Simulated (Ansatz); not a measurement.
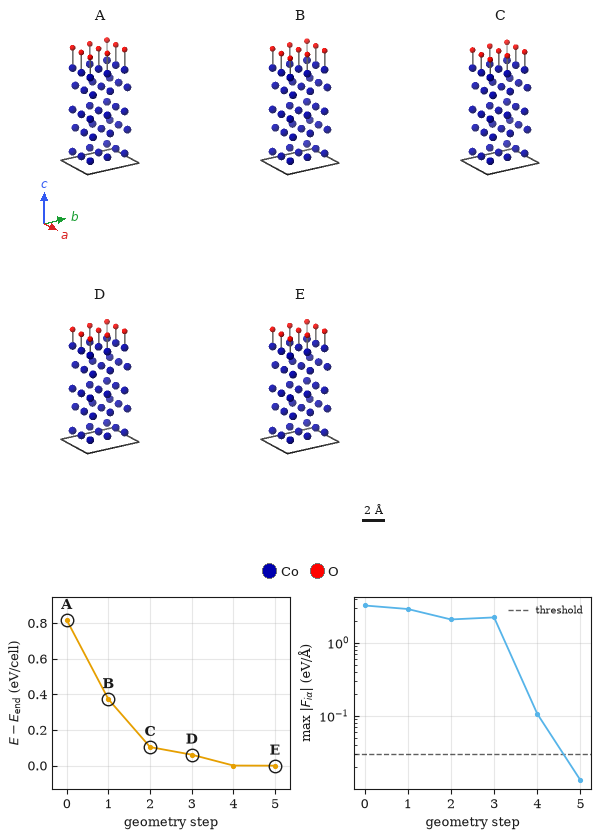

Frames of a constrained relaxation of a slab of composition Co5O (cut from the P6_3/mmc phase), marked on the history of the run. Style: ball-and-stick. Shown: the 3 × 3 repeat of the cell, outlined in the plane, without the vacuum, slightly off an axis.

Case: O put at a top Co site. The slab is the (0 0 1) face of Co with O on it. 2 atoms are held fixed.

These are results of DFT PBEsol, scalar-relativistic, plane waves, PAW (Ansatz), not measurements.

Input
```yaml
crystal:
  lattice:
    - [2.4564222732, 0.0, 0.0]
    - [-1.2282111366, 2.127324091, 0.0]
    - [0.0, 0.0, 26.9388271088]
  atoms:
    - { symbol: Co, position: [0.6666666667, 0.3333333333, 0.3155296986], spin: 1.94 }
    - { symbol: Co, position: [0.3333333333, 0.6666666667, 0.3892042788], spin: 1.87 }
    - { symbol: Co, position: [0.6666666667, 0.3333333333, 0.4631034765], spin: 1.83 }
    - { symbol: Co, position: [0.3333333333, 0.6666666667, 0.5374082406], spin: 1.86 }
    - { symbol: Co, position: [0.6666666667, 0.3333333333, 0.6089479136], spin: 1.92 }
    - { symbol: O, position: [0.6666666667, 0.3333333333, 0.6802205043], spin: 2.0 }
basis:
  ecutwfc: 420
kpoints:
  mp_grid: { grid: [12, 12, 1] }
hamiltonian:
  xc: pbesol
scf:
  occupations: { method: gaussian, width: 0.1 }
output:
  forces: true
  eigenvalues: true
  populations: true
  write_density: true
  write_potential: true
  elf: true
  volumetric_format: npy
magnetization:
  spin_polarized: true
relax:
  adjacent_minimum: "off"
  f_tol: 0.03
  max_steps: 70
  constraints: [{ sites: [0, 1] }]
efield:
  axis: 3
  dipole_correction: true
  ramp_width: 0.04
```

Launched with:
```bash
ansatz run input.yaml --threads 2 --pin off --max-ram 5120MiB --backend cpu --events-out ev --progress --plain --runs-dir out
```

> What happens along the run?

O6 moves most: 0.26 Å along the normal (−c). By element the largest moves are O 0.26 Å, Co 0.05 Å. The lattice vectors keep their values. Near-neighbour distances that change, for instance: Co5–O6 1.920 → 1.611 Å, Co4–Co5 2.393 → 2.471 Å, Co3–Co4 2.453 → 2.411 Å, Co2–Co3 2.444 → 2.448 Å. Over 5 geometry steps the energy falls by 0.817 eV per cell of the calculation. Largest force component: 3.2 eV/Å at the start, 0.013 eV/Å at the end. The program noted that the starting moments weren't kept. Cost: 6.7 min on 2 threads of Intel(R) Xeon(R) Processor @ 2.50GHz (Skylake/Cascade Lake) (shared host), peak memory 0.66 GiB. From step 0 to 1: O6 moves most (0.10 Å), energy −0.445 eV per cell of the calculation. From step 1 to 2: O6 moves most (0.12 Å), energy −0.268 eV per cell of the calculation. From step 2 to 3: Co5 moves most (0.11 Å), energy −42.8 meV per cell of the calculation. From step 3 to 5: Co5 moves most (0.06 Å), energy −61.7 meV per cell of the calculation.

```tsv
step	E − E(0), meV/atom	largest force component, eV/Å
0	0.00	3.2381
1	-74.11	2.8983
2	-118.82	2.0861
3	-125.96	2.2247
4	-136.12	0.1067
5	-136.24	0.0132
```

Limits of the set-up: the periodic images lie only 2.5 Å apart, so the values are limited by the cell's size.
